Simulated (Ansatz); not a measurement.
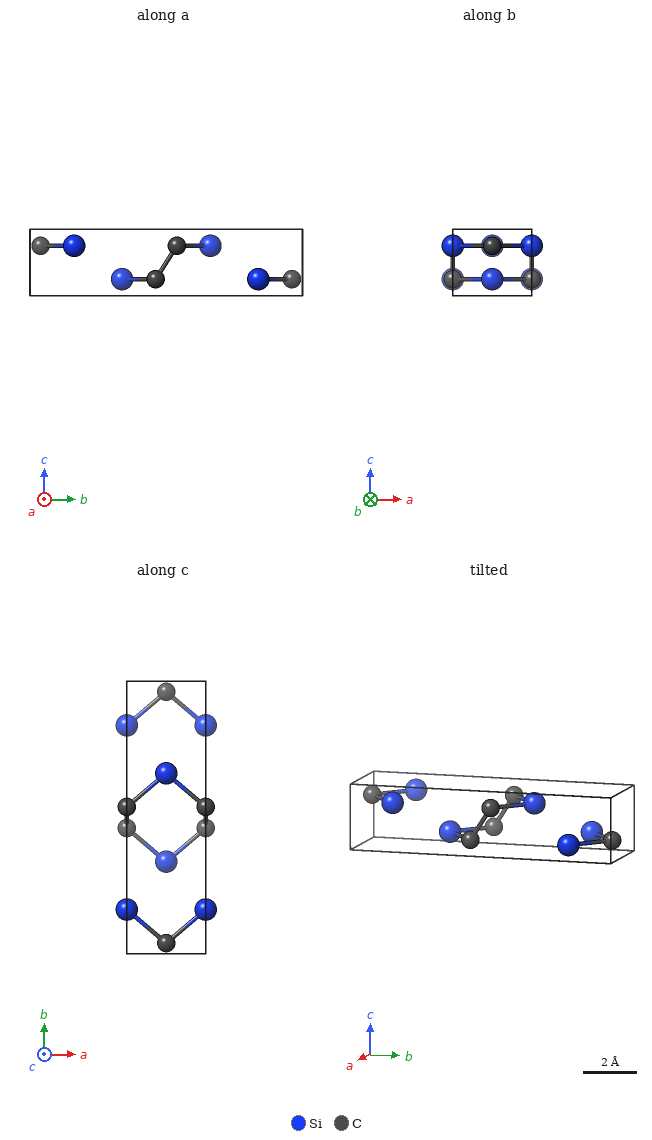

We look at a ball-and-stick model of the crystal along the a axis, along the b axis, along the c axis and slightly off an axis. The frame is the conventional unit cell; atoms at its boundary are shown with their periodic copies.

Lattice parameters: a = 3.0283 Å, b = 10.4591 Å, c = 2.5609 Å, α = 90.000°, β = 90.000°, γ = 90.000°.

> Transcribe the picture into a CIF with its space group and independent sites, with free fractional coordinates to two decimals.

```cif
data_structure
_symmetry_space_group_name_H-M 'C m c m'
_symmetry_Int_Tables_number 63
_cell_length_a 3.0283
_cell_length_b 10.4591
_cell_length_c 2.5609
_cell_angle_alpha 90.000
_cell_angle_beta 90.000
_cell_angle_gamma 90.000
_cell_volume 81.11
loop_
_atom_site_label
_atom_site_type_symbol
_atom_site_symmetry_multiplicity
_atom_site_Wyckoff_symbol
_atom_site_fract_x
_atom_site_fract_y
_atom_site_fract_z
_atom_site_occupancy
Si1 Si 4 c 0.00 0.16 0.75 1
C1 C 4 c 0.50 0.04 0.75 1
```

The structure comes from a structure type filled with these elements by a generator (whether the compound takes this form wasn't checked). The picture shows the end point of a geometry optimisation with DFT PBE, scalar-relativistic, plane waves, PAW in Ansatz.
